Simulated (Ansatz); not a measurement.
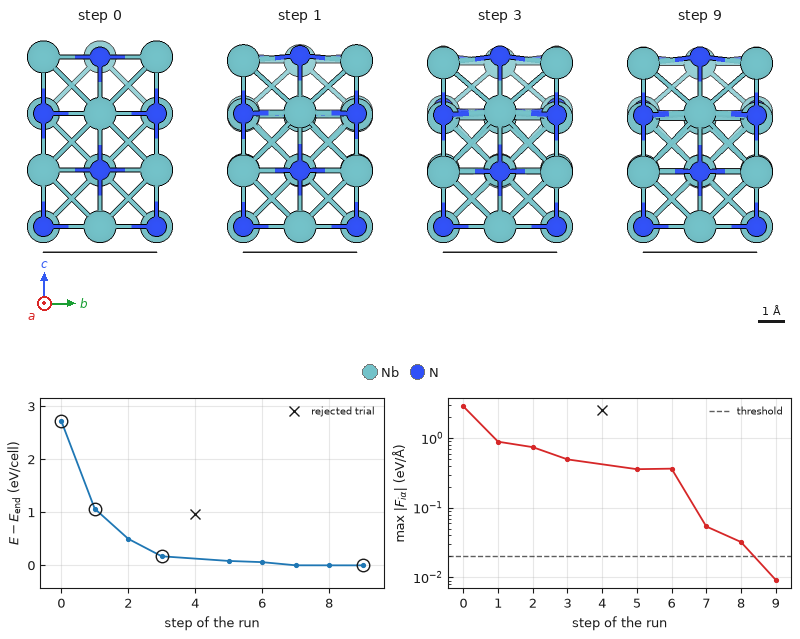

Frames of a constrained relaxation of a slab of composition NbN (cut from the Fm-3m phase), marked on the history of the run. A ball-and-stick model of the cell of the calculation, outlined in the plane, without the vacuum, seen along the a axis.

Case: stripe over 1 of 3 cells, two steps. 12 atoms are held fixed.

Level of theory: DFT PBE, scalar-relativistic, plane waves, PAW (Ansatz). Settings: plane-wave cutoff 420 eV; k-point mesh 3 × 8 × 1; occupations gaussian; smearing width 0.1 eV; no spin polarisation; dipole correction; atoms relaxed in a fixed cell; force threshold 0.02 eV/Å; at most 45 steps.

Question: Describe the path.

Answer: Over 8 accepted moves (9 points after the start) the energy falls by 2.727 eV per cell of the calculation. Largest force component: 2.9 eV/Å at the start, 0.0092 eV/Å at the end. The line search rejected the trial step at point 4 of the run. The largest moves, 0.30 Å, are those of Nb atoms. By element the largest moves are Nb 0.30 Å, N 0.18 Å. The lattice vectors keep their values. Near-neighbour distances that change, for instance: Nb–Nb 3.127 → 3.481 Å, Nb–Nb 3.127 → 2.830 Å, N–Nb 2.211 → 2.465 Å, Nb–Nb 3.127 → 2.909 Å. Among the angles between lasting bonds that change: Nb–N–Nb 180.0° → 163.3°, Nb–N–Nb 180.0° → 163.8°, Nb–N–Nb 180.0° → 164.8°. Cost: 25 min on 4 threads of Arm Neoverse V1 (shared host), peak memory 5 GiB. From step 0 to 1: Nb atoms move most (0.19 Å), energy −1.658 eV per cell of the calculation. From step 1 to 3: Nb atoms move most (0.20 Å), energy −0.898 eV per cell of the calculation. From step 3 to 9: N atoms move most (0.09 Å), energy −0.171 eV per cell of the calculation.
